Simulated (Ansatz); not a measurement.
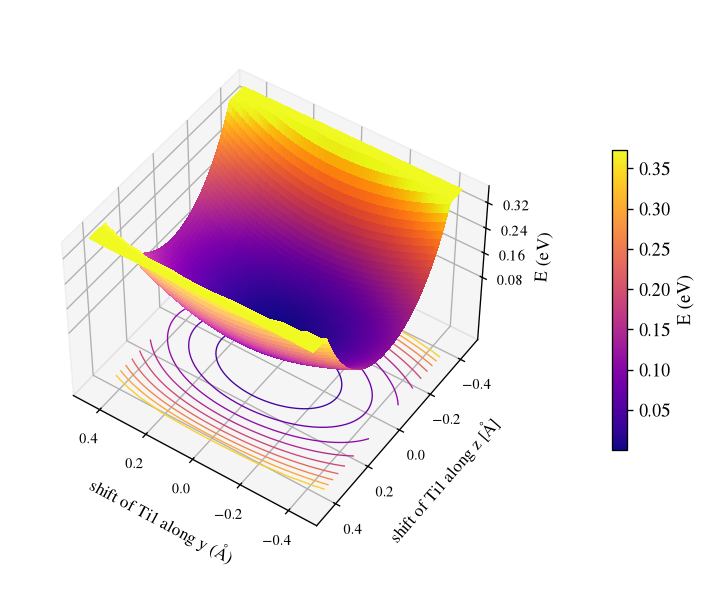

Energy landscape of Ti (P6_3/mmc, No. 194; 2 atoms in the cell). Atom Ti1 is moved over a plane while all other atoms and the cell stay fixed (its periodic images move with it) (x along [1 0 0], y along [1 2 0], z along [0 0 1] of the conventional cell). The first coordinate is: shift of Ti1 along y; the second: shift of Ti1 along z. Grid: 5 × 5 points; 15 points were computed and 10 follow by symmetry. All energies are given in eV per cell relative to the lowest grid point. The reference cell is the one listed in the database, not relaxed at this level. Level of theory: DFT PBEsol, scalar-relativistic, plane waves, PAW in Ansatz. Settings: cutoff 420 eV, k-mesh 18×18×10 in the order of the run's cell vectors, gaussian smearing 0.15 eV, no spin polarisation.

The picture shows a relief with its contours projected below, any walls above the top of the colour scale cut off. Between grid points the surface is interpolated. 

Q: Summarise what can be read from the map.

A: The lowest grid point is at shift of Ti1 along y = 0.000 Å, shift of Ti1 along z = 0.000 Å. It is the only kind of minimum in the scanned range. The highest grid point, shift of Ti1 along y = 0.450 Å, shift of Ti1 along z = −0.450 Å, lies 0.565 eV above the lowest. Near the minimum the curvatures are about 1.5 and 2.4 eV/Å² along the soft and the stiff direction.

Grid values (eV):

```csv
"shift of Ti1 along z ↓, shift of Ti1 along y →",−0.450,−0.225,0.000,0.225,0.450
0.450,0.560,0.500,0.481,0.492,0.565
0.225,0.185,0.114,0.085,0.116,0.210
0.000,0.109,0.032,0.000,0.035,0.124
−0.225,0.185,0.114,0.085,0.116,0.210
−0.450,0.560,0.500,0.481,0.492,0.565
```
